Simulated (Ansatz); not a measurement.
# ZrC2: what a guessed cell relaxes into, part 2 of 2

Aim: relax a trial structure of ZrC2 and see where it ends.

Ansatz 0.2.0; DFT PBE, scalar-relativistic, plane waves, PAW.

### 4 Relaxation on the finer mesh

The end of the coarse run is made exact in the group found at a tolerance of 0.06 Å and reduced to its primitive cell.

input.yaml

```yaml
crystal:
  lattice:
    - [3.2147475156, 0.0, 0.0]
    - [0.0, 3.2147475156, 0.0]
    - [0.0, 0.0, 6.3847318866]
  atoms:
    - { symbol: Zr, position: [0.0, 0.5, 0.7102284973] }
    - { symbol: Zr, position: [0.5, 0.0, 0.2897715027] }
    - { symbol: C, position: [0.0, 0.5, 0.3426295992] }
    - { symbol: C, position: [0.5, 0.0, 0.6573704008] }
    - { symbol: C, position: [0.0, 0.0, 0.0] }
    - { symbol: C, position: [0.5, 0.5, 0.0] }
basis:
  ecutwfc: 420
kpoints:
  mp_grid: { grid: [12, 12, 6] }
hamiltonian:
  xc: pbe
scf:
  occupations: { method: gaussian, width: 0.1 }
output:
  forces: true
  stress: true
  eigenvalues: true
relax:
  adjacent_minimum: "off"
  f_tol: 0.01
  max_steps: 80
  cell: { stress_tol: 0.05 }
```

Launch:

```bash
> ansatz run input.yaml --threads 1 --pin off --max-ram 2048MiB --backend cpu --events-out ev --progress --plain --runs-dir out
```

Standard output:

```text
Warning: RAYON_NUM_THREADS=1 ignored (pool sized by the plan → 1); use --threads N
Engine: ansatz 0.2.0, aarch64-unknown-linux-gnu
Pseudopotentials: kind: paw
Pseudopotential: Zr, paw, valence charge 12, recommended cutoff 420 eV (normal), Zr.paw.azcp
Pseudopotential: C, paw, valence charge 4, recommended cutoff 420 eV (normal), C.paw.azcp
Functional definition: PBE
  parameter kappa = 0.804
  parameter beta = 0.06672455060314922
  exchange = pbe_x(kappa = kappa, mu = beta*pi^2/3)
  correlation = pbe_c(beta = beta)
Crystal: 6 atoms, lattice volume = 65.984 Å³
Basis set: ecut = 420 eV, 1261 PW (Γ), exchange–correlation on 48×48×90 points (8 copies of the dense FFT grid, shifted against one another)
Bands: 26, of which v1, the nominal top of the filled ones, is band 20 counted from 1 (19 counted from 0)
Symmetry: 16 space group operations
Space group: P4/nmm (ITA 129), of the structure as read, at distance tolerance 4.0e-5 Å
k-points: 112 of 864
Non-local potential: Zr, projectors of the file, l = 0: 3, l = 1: 2, l = 2: 2, l = 3: 2
Non-local potential: C, projectors of the file, l = 0: 2, l = 1: 2, l = 2: 1
PAW form: soft (Blöchl's): semilocal exchange-correlation on the pseudo side does not see the compensation charge
PAW one-centre angular grid: Zr, 590 points (default); XC on 64 Gauss nodes
PAW one-centre angular grid: C, 110 points (default); XC on 64 Gauss nodes
Initial density: superposition of atomic densities (neutral atoms: chi_scale 0, normalization atom), corrected by the library's trained network
Initial wavefunctions: pseudopotential atomic-orbital guess
Functional: x = pbe(κ = 0.804, μ = 0.2195149727645171), c = pbe(β = 0.06672455060314922)
SCF iter   1: F=—  HF=-9366.030385 eV  |F-HF|=—  |Δ(HF+E_count)|=         —  Δρ=1.30e-2  dr2=3.47e-1  ethr=1.77e-3  ⟨swp⟩=4.0  Hψ=12096  notcnv=0
preconditioner: auto → Kerker (q_TF=auto, 2.510 Å⁻¹)  [metal: Δε(μ)=0.013 eV  Ē_g=14.643 eV  σ=0.100 eV  W_gap=0.07  n_scr=16 (ndim 8)  ℏωp=27.4 eV  f_vac=0.000  D(μ)=2.42/eV (n_scr^D=16)]
SCF iter   2: F=—  HF=-9366.003907 eV  |F-HF|=—  |Δ(HF+E_count)|=   2.65e-2  Δρ=6.87e-3  dr2=1.04e-1  ethr=8.67e-4  ⟨swp⟩=1.0  Hψ=3808  notcnv=0
SCF iter   3: F=—  HF=-9365.992732 eV  |F-HF|=—  |Δ(HF+E_count)|=   1.12e-2  Δρ=1.23e-3  dr2=1.07e-3  ethr=2.61e-4  ⟨swp⟩=1.3  Hψ=2842  notcnv=0
SCF iter   4: F=—  HF=-9365.992463 eV  |F-HF|=—  |Δ(HF+E_count)|=   2.69e-4  Δρ=3.47e-4  dr2=3.21e-4  ethr=2.67e-6  ⟨swp⟩=2.0  Hψ=4149  notcnv=0
SCF iter   5: F=—  HF=-9365.992439 eV  |F-HF|=—  |Δ(HF+E_count)|=   2.40e-5  Δρ=1.08e-4  dr2=9.45e-6  ethr=8.01e-7  ⟨swp⟩=1.5  Hψ=3047  notcnv=0
SCF iter   6: F=—  HF=-9365.992432 eV  |F-HF|=—  |Δ(HF+E_count)|=   7.42e-6  Δρ=1.68e-5  dr2=2.02e-7  ethr=2.36e-8  ⟨swp⟩=2.0  Hψ=3985  notcnv=0  defer=10
SCF iter   7: F=-9365.992432 eV  HF=-9365.992432 eV  |F-HF|=6.61e-9  |Δ(HF+E_count)|=   2.33e-8  Δρ=4.04e-6  dr2=1.63e-8  ethr=2.50e-10  ⟨swp⟩=7.5  Hψ=11985  notcnv=0
SCF 1 converged in 7 iterations: F = -9365.992432 eV  dr2 = 1.63e-8
relax step   1: F+E_penalty+E_count = -9365.99243192 eV  Δ(F+E_penalty+E_count) = +0.000e0 eV  max|allowed force component| = 7.553e-2 eV/Å  Δτ_max = 0.0000 Å  P = -0.079 GPa  Ω = 65.984 Å³  (7 SCF iters, dr2 threshold 1.00e-7 eV, accepted)
Crystal: 6 atoms, lattice volume = 66.026 Å³
Initial density: handed on by an earlier stage of this run
Initial wavefunctions: those handed on with the density
iter 1 solved again at ethr=3.75e-5 eV; its pass at ethr=3.10e-3 eV (dr2=1.50e-2 eV) is discarded
SCF iter   1: F=—  HF=-9365.996645 eV  |F-HF|=—  |Δ(HF+E_count)|=         —  Δρ=2.70e-3  dr2=1.51e-2  ethr=3.75e-5  ⟨swp⟩=1.0  Hψ=15750  notcnv=0
preconditioner: auto → Kerker (q_TF=auto, 2.510 Å⁻¹)  [metal: Δε(μ)=0.021 eV  Ē_g=14.668 eV  σ=0.100 eV  W_gap=0.12  n_scr=16 (ndim 8)  ℏωp=27.4 eV  f_vac=0.000  D(μ)=3.61/eV (n_scr^D=38)]
SCF iter   2: F=—  HF=-9365.995831 eV  |F-HF|=—  |Δ(HF+E_count)|=   8.14e-4  Δρ=1.38e-3  dr2=4.14e-3  ethr=3.75e-5  ⟨swp⟩=1.0  Hψ=2912  notcnv=0
SCF iter   3: F=—  HF=-9365.995503 eV  |F-HF|=—  |Δ(HF+E_count)|=   3.28e-4  Δρ=1.47e-4  dr2=3.67e-5  ethr=1.04e-5  ⟨swp⟩=1.0  Hψ=2916  notcnv=0
SCF iter   4: F=—  HF=-9365.995478 eV  |F-HF|=—  |Δ(HF+E_count)|=   2.54e-5  Δρ=3.99e-5  dr2=1.63e-6  ethr=9.17e-8  ⟨swp⟩=2.5  Hψ=4140  notcnv=0
iter 5 did not close the SCF: its close was put off for the readings that it lacked (scf_convergence_deferred on its scf_iter line)
SCF iter   5: F=-9365.995477 eV  HF=-9365.995477 eV  |F-HF|=4.37e-11  |Δ(HF+E_count)|=   2.98e-7  Δρ=8.97e-6  dr2=4.77e-8  ethr=4.06e-9  ⟨swp⟩=2.1  Hψ=3891  notcnv=0
SCF iter   6: F=-9365.995477 eV  HF=-9365.995477 eV  |F-HF|=4.66e-10  |Δ(HF+E_count)|=   9.79e-9  Δρ=1.75e-6  dr2=1.55e-9  ethr=1.19e-10  ⟨swp⟩=2.3  Hψ=9168  notcnv=0
SCF 2 converged in 6 iterations: F = -9365.995477 eV  dr2 = 1.55e-9
relax step   2: F+E_penalty+E_count = -9365.99547729 eV  Δ(F+E_penalty+E_count) = -3.045e-3 eV  max|allowed force component| = 1.391e-2 eV/Å  Δτ_max = 0.0158 Å  P = -0.061 GPa  Ω = 66.026 Å³  energy of the carried Pulay correction = -8.297e-5 eV  (6 SCF iters, dr2 threshold 6.00e-7 eV, accepted)
Crystal: 6 atoms, lattice volume = 66.008 Å³
iter 1 solved again at ethr=5.10e-7 eV; its pass at ethr=3.10e-3 eV (dr2=2.04e-4 eV) is discarded
SCF iter   1: F=—  HF=-9365.995621 eV  |F-HF|=—  |Δ(HF+E_count)|=         —  Δρ=3.54e-4  dr2=1.94e-4  ethr=5.10e-7  ⟨swp⟩=2.6  Hψ=15084  notcnv=0
preconditioner: auto → Kerker (q_TF=auto, 2.510 Å⁻¹)  [metal: Δε(μ)=0.017 eV  Ē_g=14.668 eV  σ=0.100 eV  W_gap=0.09  n_scr=16 (ndim 8)  ℏωp=27.4 eV  f_vac=0.000  D(μ)=3.47/eV (n_scr^D=38)]
SCF iter   2: F=—  HF=-9365.995605 eV  |F-HF|=—  |Δ(HF+E_count)|=   1.63e-5  Δρ=1.78e-4  dr2=5.32e-5  ethr=4.84e-7  ⟨swp⟩=1.0  Hψ=2912  notcnv=0
SCF iter   3: F=—  HF=-9365.995581 eV  |F-HF|=—  |Δ(HF+E_count)|=   2.34e-5  Δρ=2.34e-5  dr2=8.88e-7  ethr=1.33e-7  ⟨swp⟩=1.3  Hψ=3107  notcnv=0
SCF iter   4: F=—  HF=-9365.995580 eV  |F-HF|=—  |Δ(HF+E_count)|=   1.34e-6  Δρ=7.16e-6  dr2=3.67e-8  ethr=2.22e-9  ⟨swp⟩=2.3  Hψ=3919  notcnv=0
iter 5 did not close the SCF: its close was put off for the readings that it lacked (scf_convergence_deferred on its scf_iter line)
SCF iter   5: F=-9365.995580 eV  HF=-9365.995580 eV  |F-HF|=2.31e-10  |Δ(HF+E_count)|=   4.44e-9  Δρ=1.57e-6  dr2=1.02e-9  ethr=9.17e-11  ⟨swp⟩=2.0  Hψ=3927  notcnv=0
SCF iter   6: F=-9365.995580 eV  HF=-9365.995580 eV  |F-HF|=1.15e-10  |Δ(HF+E_count)|=  3.07e-10  Δρ=3.24e-7  dr2=1.87e-10  ethr=2.56e-12  ⟨swp⟩=1.6  Hψ=7674  notcnv=0
SCF 3 converged in 6 iterations: F = -9365.995580 eV  dr2 = 1.87e-10
relax step   3: F+E_penalty+E_count = -9365.99558013 eV  Δ(F+E_penalty+E_count) = -1.028e-4 eV  max|allowed force component| = 4.430e-3 eV/Å  Δτ_max = 0.0013 Å  P = +0.022 GPa  Ω = 66.008 Å³  energy of the carried Pulay correction = -4.750e-5 eV  (6 SCF iters, dr2 threshold 5.26e-8 eV, accepted)
Crystal: 6 atoms, lattice volume = 66.021 Å³
iter 1 solved again at ethr=4.29e-8 eV; its pass at ethr=3.10e-3 eV (dr2=1.72e-5 eV) is discarded
SCF iter   1: F=—  HF=-9365.995580 eV  |F-HF|=—  |Δ(HF+E_count)|=         —  Δρ=1.24e-4  dr2=1.77e-5  ethr=4.29e-8  ⟨swp⟩=2.4  Hψ=14702  notcnv=0
preconditioner: auto → Kerker (q_TF=auto, 2.510 Å⁻¹)  [metal: Δε(μ)=0.014 eV  Ē_g=14.668 eV  σ=0.100 eV  W_gap=0.08  n_scr=16 (ndim 8)  ℏωp=27.4 eV  f_vac=0.000  D(μ)=3.50/eV (n_scr^D=38)]
SCF iter   2: F=—  HF=-9365.995562 eV  |F-HF|=—  |Δ(HF+E_count)|=   1.78e-5  Δρ=6.16e-5  dr2=4.41e-6  ethr=4.29e-8  ⟨swp⟩=1.0  Hψ=2912  notcnv=0
SCF iter   3: F=—  HF=-9365.995561 eV  |F-HF|=—  |Δ(HF+E_count)|=   1.41e-6  Δρ=8.44e-6  dr2=5.23e-8  ethr=1.10e-8  ⟨swp⟩=2.2  Hψ=3895  notcnv=0
iter 4 did not close the SCF: its close was put off for the readings that it lacked (scf_convergence_deferred on its scf_iter line)
SCF iter   4: F=-9365.995561 eV  HF=-9365.995561 eV  |F-HF|=1.64e-9  |Δ(HF+E_count)|=   1.12e-8  Δρ=1.83e-6  dr2=3.00e-9  ethr=1.31e-10  ⟨swp⟩=2.7  Hψ=4867  notcnv=0
iter 5 did not close the SCF: its close was put off for the readings that it lacked (scf_convergence_deferred on its scf_iter line)
SCF iter   5: F=-9365.995561 eV  HF=-9365.995561 eV  |F-HF|=2.00e-11  |Δ(HF+E_count)|=  1.15e-10  Δρ=3.16e-7  dr2=7.90e-11  ethr=7.50e-12  ⟨swp⟩=1.8  Hψ=3525  notcnv=0
SCF iter   6: F=-9365.995561 eV  HF=-9365.995561 eV  |F-HF|=1.82e-12  |Δ(HF+E_count)|=    0.00e0  Δρ=6.39e-8  dr2=5.75e-12  ethr=1.00e-12  ⟨swp⟩=1.3  Hψ=6376  notcnv=0
SCF 4 converged in 6 iterations: F = -9365.995561 eV  dr2 = 5.75e-12
relax step   4: F+E_penalty+E_count = -9365.99556103 eV  Δ(F+E_penalty+E_count) = +1.909e-5 eV  max|allowed force component| = 9.237e-4 eV/Å  Δτ_max = 0.0002 Å  P = -0.007 GPa  Ω = 66.021 Å³  energy of the carried Pulay correction = -7.300e-5 eV  (6 SCF iters, dr2 threshold 1.56e-8 eV, accepted)
Initial wavefunctions: pseudopotential atomic-orbital guess (no wavefunctions were taken with the density)
iter 1 solved again at ethr=3.27e-8 eV; its pass at ethr=3.10e-3 eV (dr2=1.31e-5 eV) is discarded
SCF iter   1: F=—  HF=-9365.995657 eV  |F-HF|=—  |Δ(HF+E_count)|=         —  Δρ=2.80e-5  dr2=4.77e-8  ethr=3.27e-8  ⟨swp⟩=3.3  Hψ=19956  notcnv=0
preconditioner: auto → Kerker (q_TF=auto, 2.510 Å⁻¹)  [metal: Δε(μ)=0.015 eV  Ē_g=14.668 eV  σ=0.100 eV  W_gap=0.08  n_scr=16 (ndim 8)  ℏωp=27.4 eV  f_vac=0.000  D(μ)=3.50/eV (n_scr^D=38)]
SCF iter   2: F=—  HF=-9365.995643 eV  |F-HF|=—  |Δ(HF+E_count)|=   1.40e-5  Δρ=1.51e-5  dr2=1.39e-8  ethr=1.19e-10  ⟨swp⟩=2.0  Hψ=5179  notcnv=0
SCF iter   3: F=—  HF=-9365.995643 eV  |F-HF|=—  |Δ(HF+E_count)|=   1.23e-7  Δρ=9.38e-7  dr2=2.54e-10  ethr=3.48e-11  ⟨swp⟩=2.0  Hψ=4263  notcnv=0
iter 4 did not close the SCF: its close was put off for the readings that it lacked (scf_convergence_deferred on its scf_iter line)
SCF iter   4: F=-9365.995643 eV  HF=-9365.995643 eV  |F-HF|=5.46e-12  |Δ(HF+E_count)|=  2.11e-10  Δρ=4.05e-7  dr2=5.92e-11  ethr=1.00e-12  ⟨swp⟩=1.0  Hψ=2912  notcnv=0
iter 5 did not close the SCF: its close was put off for the readings that it lacked (scf_convergence_deferred on its scf_iter line)
SCF iter   5: F=-9365.995643 eV  HF=-9365.995643 eV  |F-HF|=0.00e0  |Δ(HF+E_count)|=  2.91e-11  Δρ=3.85e-8  dr2=3.76e-13  ethr=1.00e-12  ⟨swp⟩=1.0  Hψ=2912  notcnv=0
SCF iter   6: F=-9365.995643 eV  HF=-9365.995643 eV  |F-HF|=1.82e-12  |Δ(HF+E_count)|=    0.00e0  Δρ=1.43e-8  dr2=5.93e-14  ethr=1.00e-12  ⟨swp⟩=2.0  Hψ=8359  notcnv=0
SCF 5 converged in 6 iterations: F = -9365.995643 eV  dr2 = 5.93e-14
relax step   5: F+E_penalty+E_count = -9365.99564289 eV  Δ(F+E_penalty+E_count) = -8.186e-5 eV  max|allowed force component| = 7.874e-4 eV/Å  Δτ_max = 0.0000 Å  P = -0.002 GPa  Ω = 66.021 Å³  stress off target by 1.51e-2 GPa  SCF on the basis re-selected at this cell (its energy is not comparable with the rows above)  (6 SCF iters)
basis re-selected at this cell: Δ(F+E_penalty+E_count) = -8.186e-5 eV, ΔP = +0.005 GPa vs the last step (what re-selecting the basis moved, of the pressure what is left beyond the Pulay correction that the steps carried, after the strain that the cell walked since its last selection, with what the two solves' SCF thresholds leave and, on support functions, any second-order correction that the steps lacked; it is no measure of the basis error at this ecutwfc). This SCF's stress stands 1.51e-2 GPa from its target on what of the cell is left free (relax.cell.stress_tol is 5.00e-2 GPa) and its largest allowed force component is 7.87e-4 eV/Å (relax.f_tol is 1.00e-2 eV/Å): within both
SCF converged after 6 iterations
Free energy (F): -9365.995643 eV
Harris-Foulkes:  -9365.995643 eV  (|F-HF|=1.82e-12)
Internal energy: -9365.978152 eV  (E = F + TS)
E sigma→0 (E₀):  -9365.986898 eV
Entropy (-TS):   -0.017491 eV (-2.915 meV/atom)
Fermi energy:    13.541549 eV
--- Per-component energies (eV) ---
  E_band       = -75.229321
  E_kinetic    = 1004.778894
  E_local      = -1329.812509  (includes V_loc(G=0)·N_el)
  E_nonlocal   = 265.213719
  E_hartree    = 391.730499
  E_xc         = -514.536821
  E_vxc        = -618.855916  (∫ρ·V_xc dr)
  E_paw        = -6299.268142  (= ΣΔE_a)
  E_vpaw       = -180.014572  (= ΣTr[D̂ρ^β])
  E_aug_tail   = 0.000065  (compensation charges beyond the density's cutoff)
  E_ewald      = -2884.083858
  E_smearing   = -0.017491  (= −TS)
  E_closure    = 0.000000  (closes the sum)
  Σ components = -9365.995643   (vs F -9365.995643, Δ=0.00e0)
--- Forces (eV/Å), atoms counted from 1 ---
  atom   1  Zr     0.00000000     0.00000000     0.00078735
  atom   2  Zr     0.00000000     0.00000000    -0.00078735
  atom   3  C      0.00000000     0.00000000     0.00011144
  atom   4  C      0.00000000     0.00000000    -0.00011144
  atom   5  C     -0.00000000     0.00000000    -0.00000000
  atom   6  C      0.00000000    -0.00000000     0.00000000
  max |Σ_I F_I| component: 1.22e-19 eV/Å
--- Stress (GPa, compression-positive) ---
       -0.010704      -0.000000       0.000000
       -0.000000      -0.010704      -0.000000
        0.000000      -0.000000       0.015056
  P = ⅓ Tr σ = -0.0021 GPa (-0.021 kbar)
--- Band table (eV; the first three rows and the last of 112) ---
  k-point 0: bands = ["-34.1794", "-34.1405", "-12.6325", "-12.2310", "-12.0706", "-12.0706", "-11.9898", "-11.9898", "0.2313", "3.3392", "3.6335", "8.1771", "10.0460", "10.5157", "10.6485", "10.6485", "11.7570", "12.9468", "12.9468", "13.8878", "14.6030", "14.6030", "16.0978", "17.0859", "17.0859", "17.5215"]
  k-point 1: bands = ["-34.1788", "-34.1410", "-12.6156", "-12.2500", "-12.0688", "-12.0688", "-11.9916", "-11.9916", "0.3134", "3.0079", "3.8395", "8.1886", "9.7932", "10.6615", "10.6615", "11.0000", "11.6325", "12.9047", "12.9047", "14.1300", "14.6318", "14.6318", "15.7582", "17.1415", "17.1415", "17.5348"]
  k-point 2: bands = ["-34.1776", "-34.1423", "-12.5753", "-12.2946", "-12.0649", "-12.0649", "-11.9956", "-11.9956", "0.5086", "2.5575", "4.0134", "8.2122", "9.5572", "10.6892", "10.6892", "11.4259", "11.8361", "12.8222", "12.8222", "14.6323", "14.6926", "14.6926", "14.9529", "17.2377", "17.2377", "17.4692"]
  k-point 111: bands = ["-34.0511", "-34.0511", "-12.6206", "-12.6206", "-12.5152", "-12.5152", "-12.2592", "-12.2592", "3.5698", "3.5698", "4.5990", "4.5990", "8.0731", "8.0731", "10.2649", "10.2649", "11.5725", "11.5725", "13.4756", "13.4756", "13.6560", "13.6560", "19.0568", "19.0568", "19.1326", "19.1326"]
--- Relaxed structure (4 steps of the walk, 4 accepted, 1 SCFs on fresh bases) ---
  F+E_penalty+E_count = -9365.99564289 eV   max|allowed force component| = 7.874e-4 eV/Å   (the final SCF, on the basis selected at the relaxed cell)
  cell:  # Å, volume = 66.0212 Å³
    - [3.2042824201752493, 3.2558732397097125e-34, 7.182073322889072e-33]
    - [1.7236975974933772e-34, 3.2042824201752493, 2.37487224543532e-33]
    - [1.434021664214995e-32, 4.7166760308397726e-33, 6.4301609840634]
  atoms:
    - { symbol: Zr, position: [3.3496114800924946e-34, 0.49999999999999994, 0.709912428167528] }
    - { symbol: Zr, position: [0.49999999999999994, -1.560135761570821e-36, 0.29008757183247236] }
    - { symbol: C, position: [-7.691469304544026e-35, 0.49999999999999994, 0.34528691211003326] }
    - { symbol: C, position: [0.49999999999999994, -1.560135761570821e-36, 0.6547130878899668] }
    - { symbol: C, position: [-6.048646347609971e-34, 4.056352980084066e-36, 1.0959810981715776e-33] }
    - { symbol: C, position: [0.49999999999999994, 0.49999999999999994, -1.860151405153595e-33] }
```

Run time: 58 s. Hardware: 1 thread of Arm Neoverse V2, shared host; peak memory 0.51 GiB.

Relaxation path:

| step | E - E(step 1) (eV/cell) | largest force component (eV/Å) | pressure (GPa) | volume (Å³) |
| --- | --- | --- | --- | --- |
| 1 | 0.0000 | 0.0755 | -0.08 | 65.98 |
| 2 | -0.0030 | 0.0139 | -0.06 | 66.03 |
| 3 | -0.0031 | 0.0044 | 0.02 | 66.01 |
| 4 | -0.0031 | 0.0009 | -0.01 | 66.02 |
| 5 | -0.0032 | 0.0008 | 0.00 | 66.02 |

Step 1 is the start. Step 5 repeats the geometry before it on a plane-wave basis chosen anew for that cell, so its energy need not be comparable with the rows above.

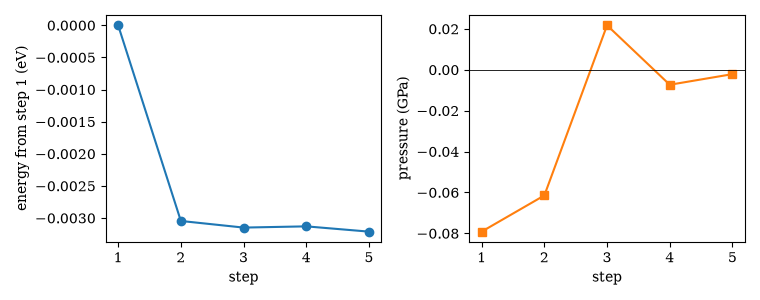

Energy and pressure along the relaxation.

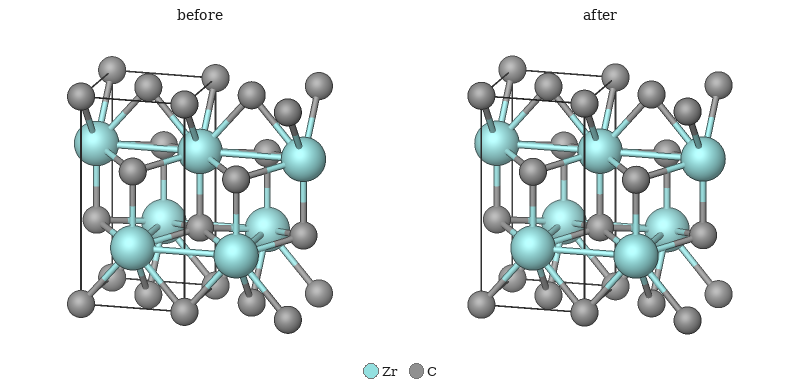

The structure before (left) and after (right) the relaxation, drawn at the same scale. The change is too small to see at this scale.

|  | before | after | change |
| --- | --- | --- | --- |
| a (Å) | 3.215 | 3.204 | -0.3 % |
| b (Å) | 3.215 | 3.204 | -0.3 % |
| c (Å) | 6.385 | 6.430 | +0.7 % |
| volume (Å³/atom) | 11.00 | 11.00 | +0.1 % |
| shortest distance (Å) | 2.273 | 2.266 | -0.3 % |
| space group (0.01 Å) | P4/nmm | P4/nmm | same |

Forces and stress were held to the start's 16 operations: a distortion of lower symmetry was not tested.

### 5 Results

What follows sums up all 2 parts. Changes of volume or cell count from the first structure of part 1.

```
                              quantity                                                                      value
symmetry at the end (tolerance 0.05 Å)                                               space group P4/nmm (No. 129)
                     conventional cell  a = 3.204 Å, b = 3.204 Å, c = 6.430 Å, α = 90.00°, β = 90.00°, γ = 90.00°
                                volume                                                              11.00 Å³/atom
              energy over the elements                                                              +0.91 eV/atom
                       gap on the mesh                                                               none (metal)
```

**Reading.** The space group P4/nmm (No. 129) is kept, and the volume per atom shrinks by 16.1 % from the first guess. With a positive formation energy it can't be a ground state. No finished test with a distortion of lower symmetry is shown, so the end may be a saddle point.
